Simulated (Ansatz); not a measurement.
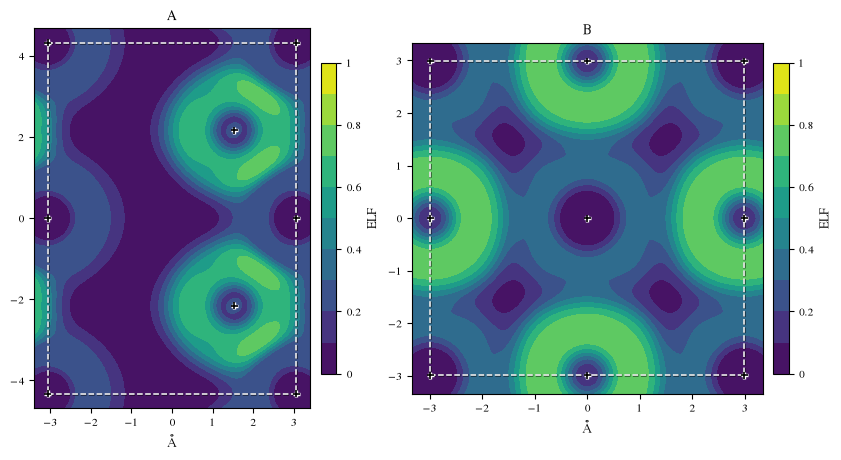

The ELF of 2 systems, each on a plane through atoms (crosses mark nuclei in the plane).

The calculation used DFT PBE+D3(BJ), scalar-relativistic, plane waves, PAW (Ansatz 0.2.0).

System 1: SnSe, the (001) plane of the conventional cell. Space group Fm-3m.

System 2: InAs, the (110) plane of the conventional cell. Space group F-43m.

```xyz
8
Lattice="6.1121 0.0000 0.0000 0.0000 0.0000 -6.1121 0.0000 6.1121 0.0000" Properties=species:S:1:pos:R:3 pbc="T T T"
In    3.0561    0.0000   -3.0561
In    0.0000    3.0561   -3.0561
In    0.0000    0.0000    0.0000
In    3.0561    3.0561    0.0000
As    4.5841    1.5280   -4.5841
As    1.5280    4.5841   -4.5841
As    1.5280    1.5280   -1.5280
As    4.5841    4.5841   -1.5280
```

Which map belongs to which system?

Panel A is system 2, InAs: the plane holds In and As. In–As (2.65 Å): the ELF peaks at about 0.75 between the atoms. Panel B is system 1, SnSe: the plane holds Sn and Se. Sn–Se (2.99 Å): the ELF is about 0.40 at the midpoint.
